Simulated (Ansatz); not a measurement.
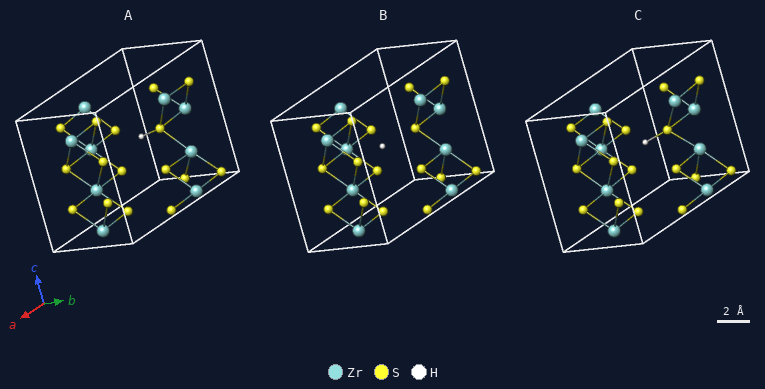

3 geometries from one relaxation of a defect cell of composition Zr8HS16 (cell charge −1), in shuffled order. A ball-and-stick model of the cell of the calculation (origin shifted), seen from a free direction.

Case: H interstitial, charge -1, atoms relaxed.

All numbers below come from DFT PBE, scalar-relativistic, plane waves, PAW in Ansatz 0.2.0. (plane-wave cutoff 420 eV; k-point mesh 2 × 2 × 2; occupations gaussian; smearing width 0.02 eV; mesh shifted by (0.5, 0.5, 0.5); no spin polarisation; atoms relaxed in a fixed cell; force threshold 0.02 eV/Å; at most 60 steps)

Order the frames from highest to lowest energy.

B, C, A. They are steps 0, 3, 11, at +1.705 eV per cell of the calculation, +0.663 eV per cell of the calculation relative to the last. The H atom moves most: 1.11 Å along [−3 3 1]. Largest moves by element: H 1.11 Å, Zr 0.14 Å, S 0.09 Å. The cell doesn't change. Near-neighbour distances that change, for instance: H–S 2.482 → 1.361 Å, S–Zr 2.574 → 2.690 Å, S–Zr 2.574 → 2.505 Å, S–Zr 2.574 → 2.625 Å. New bonds form, among them: H–S (2.48 → 1.36 Å). Among the angles between lasting bonds that change: S–Zr–S 180.0° → 173.5°, S–Zr–S 180.0° → 173.6°, Zr–S–Zr 91.4° → 97.7°. The energy falls by 1.705 eV per cell of the calculation in 10 accepted moves (11 points after the start). The largest force component goes from 0.68 to 0.015 eV/Å. The line search rejected the trial step at point 9 of the run. Cost: 69 s on 4 threads of Intel(R) Xeon(R) 6975P-C (Granite Rapids), with other jobs on the host, peak memory 1.8 GiB.

Limits of the set-up: the cell is charged, on a uniform background, and energies carry no finite-size correction.
